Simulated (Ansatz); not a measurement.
System: Ga₃Sb, space group I4/mmm (No. 139).

Structure:
```
Ga Sb
1.0
    -2.28567    2.28567    4.22032
     2.28567   -2.28567    4.22032
     2.28567    2.28567   -4.22032
Ga Sb
3 1
Direct
  0.75000 0.25000 0.50000
  0.25000 0.75000 0.50000
  0.50000 0.50000 0.00000
  0.00000 0.00000 0.00000
```

Input of one of the runs behind the figure:
```
crystal:
  lattice:
    - [-2.158799, 2.158799, 4.760484]
    - [2.158799, -2.158799, 4.760484]
    - [2.158799, 2.158799, -4.760484]
  atoms:
    - { symbol: Ga, position: [0.75, 0.25, 0.5] }
    - { symbol: Ga, position: [0.25, 0.75, 0.5] }
    - { symbol: Ga, position: [0.5, 0.5, 0.0] }
    - { symbol: Sb, position: [0.0, 0.0, 0.0] }
basis:
  ecutwfc: 420
kpoints:
  mp_grid: { grid: [14, 14, 14] }
hamiltonian:
  xc: pbe
scf:
  occupations: { method: gaussian, width: 0.1 }
output:
  forces: true
  stress: true
  eigenvalues: true
  write_density: true
  write_potential: true
  elf: true
  volumetric_format: npy
relax:
  adjacent_minimum: "off"
  f_tol: 0.005
  max_steps: 80
  cell: { stress_tol: 0.05 }
```

Launched with:
```bash
ansatz run input.yaml --threads 1 --pin off --max-ram 2560MiB --backend cpu --events-out ev --progress --plain --runs-dir out
```

Computed with Ansatz 0.2.0: third-order Birch-Murnaghan fit to density functional energies at scaled volumes of the given relaxed cell, shape and atoms relaxed at each volume; energies count from the fitted minimum; plane waves with PAW datasets, Γ-centred k mesh. Level: PBE, no spin polarisation.

```json
{"setting": "wave cutoff", "value": "420 eV"}
{"setting": "k mesh", "value": "14×14×14"}
{"setting": "occupations", "value": "Gaussian"}
{"setting": "smearing width", "value": "0.1 eV"}
```

What does the calculation give for the energy above the minimum against volume? The volume takes the values 20.725, 21.387, 22.048, 22.710, 23.371 Å³/atom.

A third-order Birch–Murnaghan fit gives V0 = 22.05 Å³/atom, B0 = 45.3 GPa and B′ = 4.8. The energy above the minimum is 12.7 meV/atom at volume 20.725 Å³/atom and 10.0 meV/atom at 23.371 Å³/atom; the lowest computed point is at volume 22.048 Å³/atom (0.0 meV/atom). The solid is metallic at every point.

```tsv
volume (Å³/atom)	energy above the minimum (meV/atom)
20.725	12.7
21.387	3.0
22.048	0.0
22.710	2.6
23.371	10.0
```

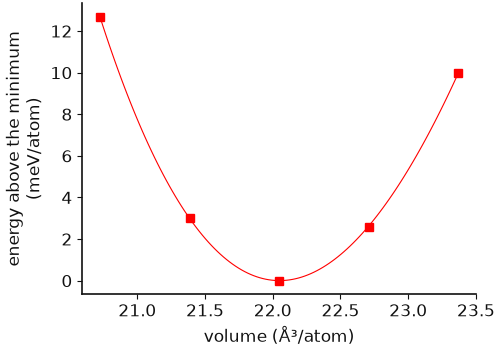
